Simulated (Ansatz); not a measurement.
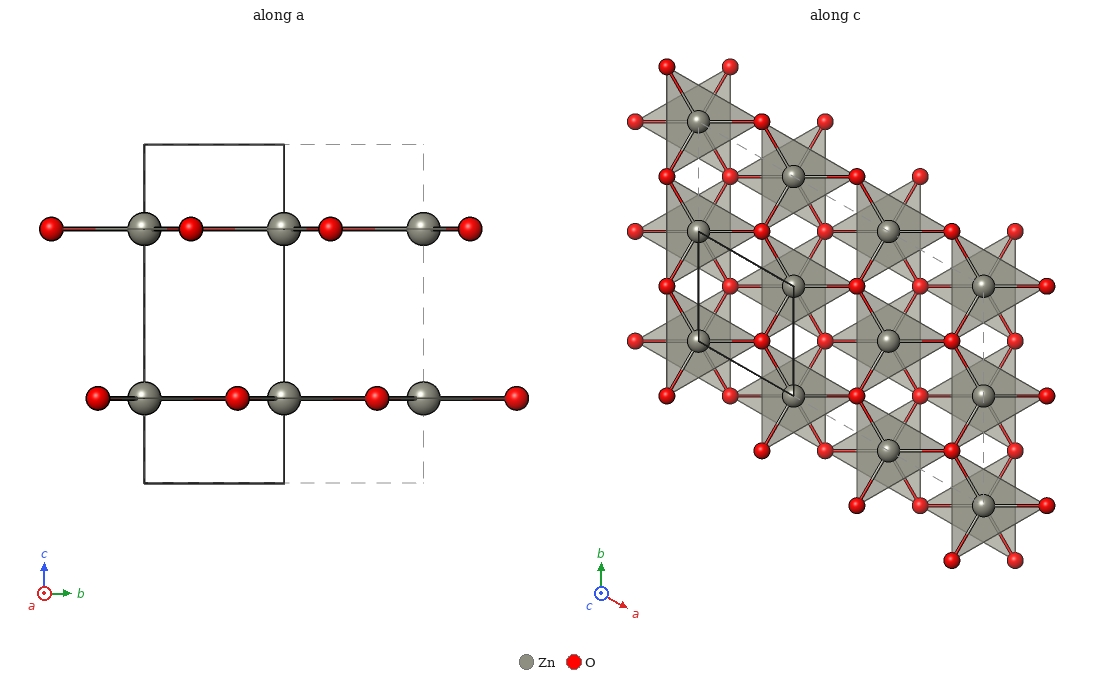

An orthographic polyhedral view of the structure, along the a axis and along the c axis. 3×2×1 cells are drawn; the solid outline is the conventional unit cell. Some neighbours outside the box are added.

ZnO, space group P6_3/mmc (No. 194), a = 3.27 Å, b = 3.27 Å, c = 6.86 Å, α = 90.00°, β = 90.00°, γ = 120.00°.

The numbers come from Ansatz, DFT PBE+D3(BJ), scalar-relativistic, plane waves, PAW, using an energy cutoff of 420 eV, 12×12×6 k-points, Gaussian smearing of 0.05 eV, no spin polarisation.

### Is the electronic structure metallic or gapped?

A semiconductor at this level, with a gap of 0.79 eV on the k-mesh (the true edges may lie between mesh points, so the gap can be somewhat smaller).

### State the hydrostatic pressure.

The computed pressure is -0.5 GPa (stretched: it would shrink). The stress isn't hydrostatic: its largest component is 1.4 GPa.

The structure comes from a structure listed in the Materials Project. The cell was then strained or its atoms displaced on purpose. A calculation with Ansatz used it as input.
